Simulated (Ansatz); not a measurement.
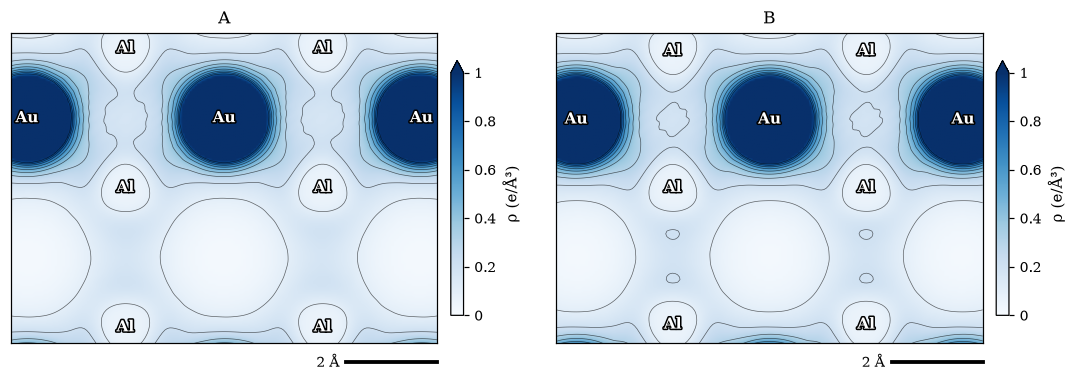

Al2Au. The valence pseudo-density of two cells that differ in size, on the (101̄) plane of each (indices in the axes of the calculation cell), at one length scale and on one colour scale: A has 19.1 Å³ an atom and B 18.0.

Space group Fm-3m; computed without spin polarisation.

Computed with DFT PBEsol, scalar-relativistic, plane waves, PAW in Ansatz.

The density is the valence pseudo-density of a PAW calculation; it isn't the true density close to the nuclei.

The larger cell:

```
Al Au
1.0
     0.00000    3.06036    3.06036
     3.06036    0.00000    3.06036
     3.06036    3.06036    0.00000
Al Au
2 1
Direct
  0.25000 0.25000 0.25000
  0.75000 0.75000 0.75000
  0.00000 0.00000 0.00000
```

The smaller cell: a = 4.245 Å, b = 4.245 Å, c = 4.245 Å, α = 60.00°, β = 60.00°, γ = 60.00°.

### What does the compression do to the bonding and the properties?

From the larger cell to the smaller, Al–Au goes from 2.65 to 2.60 Å, and the density at its midpoint from 0.38 to 0.41 e/Å³; the pressure goes from −6 to 0.0 GPa.
